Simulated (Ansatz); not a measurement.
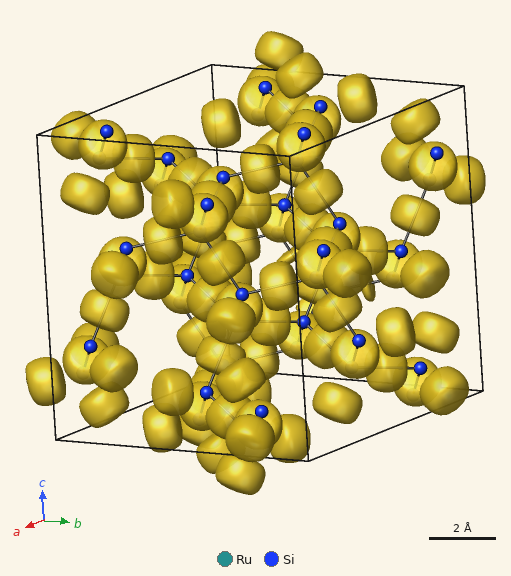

Figure 1: Si47Ru (cell with a defect). Isosurface of the electron localisation function at 0.75 (yellow), seen at an oblique angle. Core shells and regions of very low density are left out. Sticks mark near contacts.

The program warned that a starting moment wasn't kept; spin-polarised, but the moments vanished.

Level of theory: DFT PBE, scalar-relativistic, plane waves, PAW (Ansatz 0.2.0).

In a PAW calculation such maps are meaningful between the atoms, not at the nuclei.

Q: Describe the localisation domains.

A: The surface consists of 92 regions between bonded Si–Si atoms (shared pairs) and four lobes of the valence shell of Si pointing towards Ru (polar bonds), counted in one cell of 48 atoms. Any copies at cell faces, edges or corners count once.

Values along the shortest contacts:
Si–Ru (2.32 Å): the ELF peaks at about 0.85 in the valence shell of Si, 0.8 Å from its nucleus, and is about 0.55 at the midpoint. Si–Si (2.36 Å): the ELF peaks at about 0.95 between the atoms, as expected for a shared electron pair.

Q: Metal or insulator at this level of theory?

A: It is gapped, with a Kohn–Sham gap of 0.98 eV on the k-point mesh (the band edges may lie off the mesh, which would make the gap smaller).
